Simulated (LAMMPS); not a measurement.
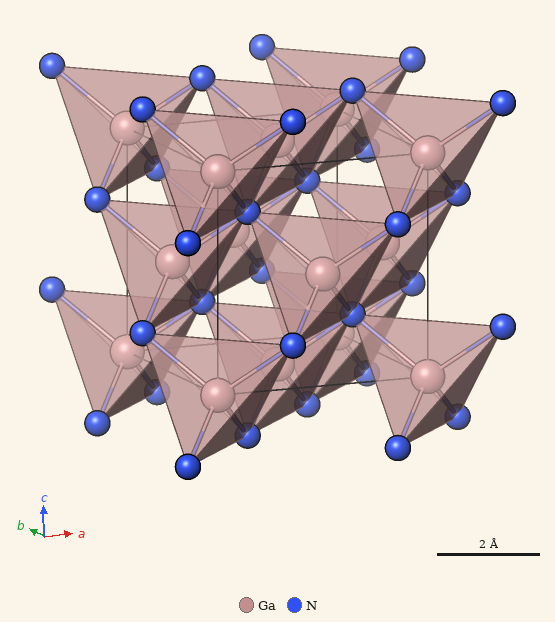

*The structure as given in the input (polyhedral view of the cell 4 times as large as that of the calculation, set on its symmetry axes, seen slightly off an axis; polyhedra are completed across the faces of the cell).*

Run report: GaN, geometry relaxation

- system: GaN (2 atoms in the cell)
- method: classical potential GaN.sw (style sw) (LAMMPS 22 Jul 2025 update 4)

The structure was built on a prototype by a generator. The geometry comes from this level: r2SCAN.

Input file:
```
units metal
boundary p p p
atom_style atomic
read_data data.lmp
pair_style sw
pair_coeff * * GaN.sw Ga N
thermo_style custom step pe press pxx pyy pzz pyz pxz pxy vol fmax
thermo_modify format float %.8f
dump 1 all custom 10 dump.lmp id type x y z fx fy fz
dump_modify 1 sort id format float %.8f
thermo 10
fix 1 all box/relax tri 0.0 vmax 0.001
min_style cg
minimize 0.0 1.0e-6 400 4000
minimize 0.0 1.0e-6 400 4000
unfix 1
undump 1
write_dump all custom end.lmp id type x y z modify sort id format float %.8f
run 0
```

File data.lmp:
```
crystal

2 atoms
2 atom types

0.0 3.18049919 xlo xhi
0.0 2.75439309 ylo yhi
0.0 2.59686671 zlo zhi
1.59024959 1.59024959 0.91813103 xy xz yz

Masses

1 69.7230
2 14.0070

Atoms

1 1 3.18049919 0.00000000 0.00000000
2 2 1.59024959 0.91813103 0.64921668
```

Run on 1 thread of Arm Neoverse V2, 24 GiB of memory available, shared host.

Launched with:
```bash
lmp -in in.lmp -log none -nocite
```

The program's output:
```
using 1 OpenMP thread(s) per MPI task
Reading data file ...
  triclinic box = (0 0 0) to (3.1804992 2.7543931 2.5968667) with tilt (1.5902496 1.5902496 0.91813103)
WARNING: Triclinic box skew is large. LAMMPS will run inefficiently. (src/src/domain.cpp:221)
  1 by 1 by 1 MPI processor grid
  reading atoms ...
  2 atoms
  read_data CPU = 0.000 seconds
Neighbor list info ...
  max neighbors/atom: 2000, page size: 100000
  master list distance cutoff = 5.36
  ghost atom cutoff = 5.36
  binsize = 2.68, bins = 3 2 1
  1 neighbor lists, perpetual/occasional/extra = 1 0 0
  (1) pair sw, perpetual
      attributes: full, newton on
      pair build: full/bin/atomonly
      stencil: full/bin/3d
      bin: standard
Setting up cg style minimization ...
  Unit style    : metal
  Current step  : 0
WARNING: Energy due to 6 extra global DOFs will be included in minimizer energies
 (src/src/min.cpp:222)
Per MPI rank memory allocation (min/avg/max) = 4.236 | 4.236 | 4.236 Mbytes
   Step         PotEng         Press           Pxx            Pyy            Pzz            Pyz            Pxz            Pxy           Volume          Fmax
         0  -8.68046484 19789.26457938 19789.25781986 19789.26471185 19789.27120642 -0.00129771 0.00519169 0.00734216 22.74944828 0.00000013
        10  -8.68180017 22.54443034 27.45380802 17.60673832 22.57274468 15.81076947 -2.61969437 1.03064028 22.96657014 0.00029810
        20  -8.68180018 0.03289449 0.03138193 0.03370708 0.03359445 -0.00205127 0.00127447 -0.06864653 22.96682137 0.00000029
        22  -8.68180018 -0.01268315 -0.01642984 -0.00899259 -0.01262703 -0.00268809 -0.00224900 -0.00425107 22.96682188 0.00000022
Loop time of 0.000555695 on 1 procs for 22 steps with 2 atoms

42.8% CPU use with 1 MPI tasks x 1 OpenMP threads

Minimization stats:
  Stopping criterion = force tolerance
  Energy initial, next-to-last, final =
     -8.68046484366434   -8.6818001776701  -8.68180017767011
  Force two-norm initial, final = 0.48668817 4.6256925e-07
  Force max component initial, final = 0.28098964 2.3477248e-07
  Final line search alpha, max atom move = 1 2.3477248e-07
  Iterations, force evaluations = 22 41

MPI task timing breakdown:
Section |  min time  |  avg time  |  max time  |%varavg| %total
---------------------------------------------------------------
Pair    | 0.00026246 | 0.00026246 | 0.00026246 |   0.0 | 47.23
Neigh   | 0          | 0          | 0          |   0.0 |  0.00
Comm    | 4.6405e-05 | 4.6405e-05 | 4.6405e-05 |   0.0 |  8.35
Output  | 3.9164e-05 | 3.9164e-05 | 3.9164e-05 |   0.0 |  7.05
Modify  | 0          | 0          | 0          |   0.0 |  0.00
Other   |            | 0.0002077  |            |       | 37.37

Nlocal:              2 ave           2 max           2 min
Histogram: 1 0 0 0 0 0 0 0 0 0
Nghost:            339 ave         339 max         339 min
Histogram: 1 0 0 0 0 0 0 0 0 0
Neighs:              0 ave           0 max           0 min
Histogram: 1 0 0 0 0 0 0 0 0 0
FullNghs:           92 ave          92 max          92 min
Histogram: 1 0 0 0 0 0 0 0 0 0

Total # of neighbors = 92
Ave neighs/atom = 46
Neighbor list builds = 0
Dangerous builds = 0
Setting up cg style minimization ...
  Unit style    : metal
  Current step  : 22
WARNING: Energy due to 6 extra global DOFs will be included in minimizer energies
 (src/src/min.cpp:222)
Per MPI rank memory allocation (min/avg/max) = 5.486 | 5.486 | 5.486 Mbytes
   Step         PotEng         Press           Pxx            Pyy            Pzz            Pyz            Pxz            Pxy           Volume          Fmax
        22  -8.68180018 -0.01268315 -0.01642984 -0.00899259 -0.01262703 -0.00268808 -0.00224900 -0.00425107 22.96682188 0.00000022
        23  -8.68180018 0.00267837 0.00291072 0.00240587 0.00271853 -0.00077570 -0.00945537 -0.01382521 22.96682171 0.00000002
Loop time of 4.7874e-05 on 1 procs for 1 steps with 2 atoms

43.9% CPU use with 1 MPI tasks x 1 OpenMP threads

Minimization stats:
  Stopping criterion = force tolerance
  Energy initial, next-to-last, final =
     -8.68180017767011  -8.68180017767011  -8.68180017767011
  Force two-norm initial, final = 4.6334073e-07 2.9219176e-07
  Force max component initial, final = 2.3551786e-07 2.2883991e-07
  Final line search alpha, max atom move = 1 2.2883991e-07
  Iterations, force evaluations = 1 2

MPI task timing breakdown:
Section |  min time  |  avg time  |  max time  |%varavg| %total
---------------------------------------------------------------
Pair    | 1.956e-05  | 1.956e-05  | 1.956e-05  |   0.0 | 40.86
Neigh   | 0          | 0          | 0          |   0.0 |  0.00
Comm    | 3.426e-06  | 3.426e-06  | 3.426e-06  |   0.0 |  7.16
Output  | 0          | 0          | 0          |   0.0 |  0.00
Modify  | 0          | 0          | 0          |   0.0 |  0.00
Other   |            | 2.489e-05  |            |       | 51.99

Nlocal:              2 ave           2 max           2 min
Histogram: 1 0 0 0 0 0 0 0 0 0
Nghost:            339 ave         339 max         339 min
Histogram: 1 0 0 0 0 0 0 0 0 0
Neighs:              0 ave           0 max           0 min
Histogram: 1 0 0 0 0 0 0 0 0 0
FullNghs:           92 ave          92 max          92 min
Histogram: 1 0 0 0 0 0 0 0 0 0

Total # of neighbors = 92
Ave neighs/atom = 46
Neighbor list builds = 0
Dangerous builds = 0
WARNING: No fixes with time integration, atoms won't move
Setting up Verlet run ...
  Unit style    : metal
  Current step  : 23
  Time step     : 0.001
Per MPI rank memory allocation (min/avg/max) = 3.111 | 3.111 | 3.111 Mbytes
   Step         PotEng         Press           Pxx            Pyy            Pzz            Pyz            Pxz            Pxy           Volume          Fmax
        23  -8.68180018 0.00267837 0.00291072 0.00240587 0.00271853 -0.00077570 -0.00945537 -0.01382521 22.96682171 0.00000002
Loop time of 9.22e-07 on 1 procs for 0 steps with 2 atoms

0.0% CPU use with 1 MPI tasks x 1 OpenMP threads

MPI task timing breakdown:
Section |  min time  |  avg time  |  max time  |%varavg| %total
---------------------------------------------------------------
Pair    | 0          | 0          | 0          |   0.0 |  0.00
Neigh   | 0          | 0          | 0          |   0.0 |  0.00
Comm    | 0          | 0          | 0          |   0.0 |  0.00
Output  | 0          | 0          | 0          |   0.0 |  0.00
Modify  | 0          | 0          | 0          |   0.0 |  0.00
Other   |            | 9.22e-07   |            |       |100.00

Nlocal:              2 ave           2 max           2 min
Histogram: 1 0 0 0 0 0 0 0 0 0
Nghost:            339 ave         339 max         339 min
Histogram: 1 0 0 0 0 0 0 0 0 0
Neighs:              0 ave           0 max           0 min
Histogram: 1 0 0 0 0 0 0 0 0 0
FullNghs:           92 ave          92 max          92 min
Histogram: 1 0 0 0 0 0 0 0 0 0

Total # of neighbors = 92
Ave neighs/atom = 46
Neighbor list builds = 0
Dangerous builds = 0
```

Trajectory as extended XYZ (Å, eV, eV/Å), 5 frames, from step=0 to step=23:
```
2
Lattice="3.1805 0.0000 0.0000 1.5902 2.7544 0.0000 1.5902 0.9181 2.5969" Properties=species:S:1:pos:R:3:forces:R:3 step=0 energy=-8.68046 pressure_GPa=1.98
Ga    0.0000    0.0000    0.0000    0.0000   0.0000   0.0000
N     1.5902    0.9181    0.6492    0.0000   0.0000   0.0000
2
Lattice="3.1906 0.0000 0.0000 1.5953 2.7631 0.0000 1.5953 0.9210 2.6051" Properties=species:S:1:pos:R:3:forces:R:3 step=10 energy=-8.68180 pressure_GPa=0.00
Ga   -0.0050   -0.0044   -0.0041   -0.0003  -0.0001   0.0000
N     1.5903    0.9167    0.6472    0.0003   0.0001   0.0000
2
Lattice="3.1906 0.0000 0.0000 1.5953 2.7631 0.0000 1.5953 0.9210 2.6051" Properties=species:S:1:pos:R:3:forces:R:3 step=20 energy=-8.68180 pressure_GPa=0.00
Ga   -0.0050   -0.0044   -0.0041    0.0000   0.0000   0.0000
N     1.5902    0.9167    0.6472    0.0000   0.0000   0.0000
2
Lattice="3.1906 0.0000 0.0000 1.5953 2.7631 0.0000 1.5953 0.9210 2.6051" Properties=species:S:1:pos:R:3:forces:R:3 step=22 energy=-8.68180 pressure_GPa=-0.00
Ga   -0.0050   -0.0044   -0.0041    0.0000   0.0000   0.0000
N     1.5902    0.9167    0.6472    0.0000   0.0000   0.0000
2
Lattice="3.1906 0.0000 0.0000 1.5953 2.7631 0.0000 1.5953 0.9210 2.6051" Properties=species:S:1:pos:R:3:forces:R:3 step=23 energy=-8.68180 pressure_GPa=0.00
Ga    1.5902    2.7588   -0.0041    0.0000   0.0000   0.0000
N     1.5902    0.9167    0.6472    0.0000   0.0000   0.0000
```

Summary:

```tsv
quantity	value
outcome	converged
space group (tolerance 0.01 Å)	F-43m (216)
potential energy	−8.6818 eV
pressure	0.00 GPa
final volume	22.97 Å³
final cell	a = 3.191 Å, b = 3.191 Å, c = 3.191 Å, α = 60.00°, β = 60.00°, γ = 60.00°
peak memory	0.03 GiB
```
